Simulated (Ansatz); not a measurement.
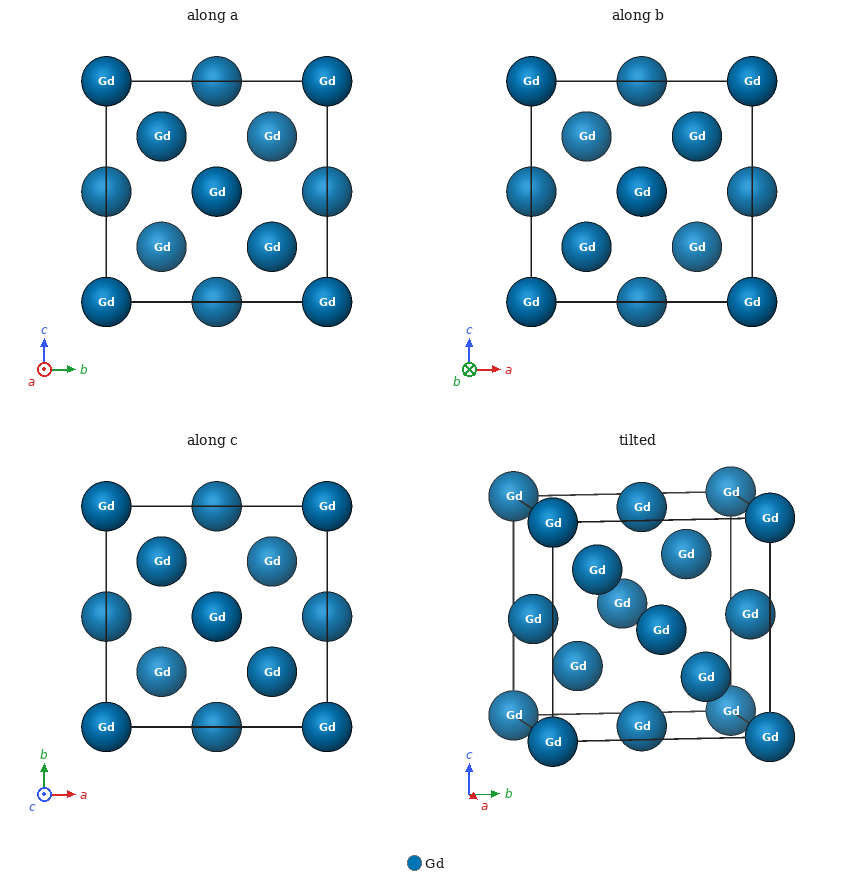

Crystal structure, spheres-only style, seen along the a axis, along the b axis, along the c axis and slightly off an axis. Atoms at the boundary of the conventional unit cell (the box) are drawn once for each face, edge or corner they touch.

Lattice parameters: a = 6.990 Å, b = 6.990 Å, c = 6.990 Å, α = 90.00°, β = 90.00°, γ = 90.00°. Put a along x and b in the xy plane.

Question: Convert the drawing into a POSCAR file.

Answer:
```
Gd
1.0
     6.990    0.000    0.000
     0.000    6.990    0.000
     0.000    0.000    6.990
Gd
8
Direct
  0.0000 0.0000 0.0000
  0.2500 0.7500 0.7500
  0.0000 0.5000 0.5000
  0.2500 0.2500 0.2500
  0.5000 0.0000 0.5000
  0.7500 0.7500 0.2500
  0.5000 0.5000 0.0000
  0.7500 0.2500 0.7500
```

The structure comes from a structure type filled with this element by a generator (whether the element takes this form wasn't checked). Earlier steps of the study may have refined or changed the cell and positions. A calculation with Ansatz used it as input.
